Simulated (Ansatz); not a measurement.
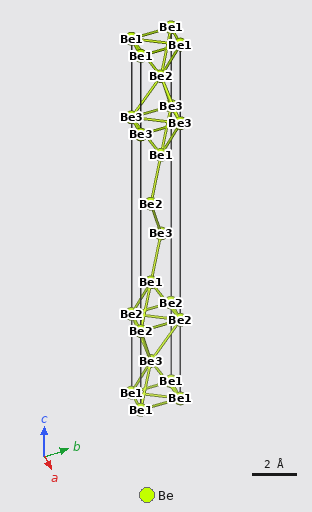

This is the input geometry for a relaxation of solid Be (built on the samarium (9R)_166 type) (coarse preliminary run). Style: ball-and-stick. Shown: the conventional cell (3 times the calculation's cell), from a free direction. Lengths and directions refer to the drawn axes.

Case: samarium (9R) type (R-3m, No. 166).

The calculation used DFT PBE, scalar-relativistic, plane waves, PAW in Ansatz 0.2.0.

The input:
```yaml
crystal:
  lattice:
    - [1.1823217655, 0.6826137895, 5.7140869046]
    - [-1.1823217655, 0.6826137895, 5.7140869046]
    - [0.0, -1.3652275791, 5.7140869046]
  atoms:
    - { symbol: Be, position: [0.0, 0.0, 0.0] }
    - { symbol: Be, position: [0.22222, 0.22222, 0.22222] }
    - { symbol: Be, position: [0.77778, 0.77778, 0.77778] }
basis:
  ecutwfc: 420
kpoints:
  mp_grid: { grid: [9, 9, 9] }
hamiltonian:
  xc: pbe
scf:
  occupations: { method: gaussian, width: 0.1 }
  lower_state_search: "off"
output:
  forces: true
  stress: true
  eigenvalues: true
relax:
  adjacent_minimum: "off"
  f_tol: 0.04
  max_steps: 70
  cell: { stress_tol: 0.4 }
```

### What does the optimiser find from here?

The largest moves relative to the cell, 0.010 Å, are those of Be2 and Be3. Be3 goes along +c. The volume changes by −14.4 %, with a = b 2.365 → 2.260 Å (−4.4 %), c 17.142 → 16.075 Å (−6.2 %). Near-neighbour distances that change, for instance: Be2–Be3 2.343 → 2.196 Å, Be1–Be2 2.343 → 2.220 Å, Be1–Be1 2.365 → 2.260 Å. The space group stays R-3m (No. 166). After 3 accepted moves (4 points after the start) the energy has fallen by 72.0 meV per atom. Largest force component: 0.11 eV/Å at the start, 0.0017 eV/Å at the end. The pressure goes from −14.89 to −0.05 GPa. The SCF was repeated once at an unchanged geometry on a basis and grid sized afresh for the cell, which shifted the energy by 0.2 meV per atom at most. The run took of the order of 6 core-seconds on a shared host.

Final geometry:

```
Be
1.0
     1.12990    0.65235    5.35834
    -1.12990    0.65235    5.35834
     0.00000   -1.30470    5.35834
Be
3
Cartesian
  0.0000 0.0000 16.0750
  0.0000 0.0000 3.5624
  0.0000 0.0000 12.5126
```

The end point in the same view:

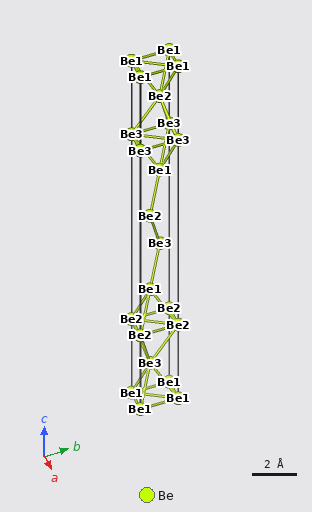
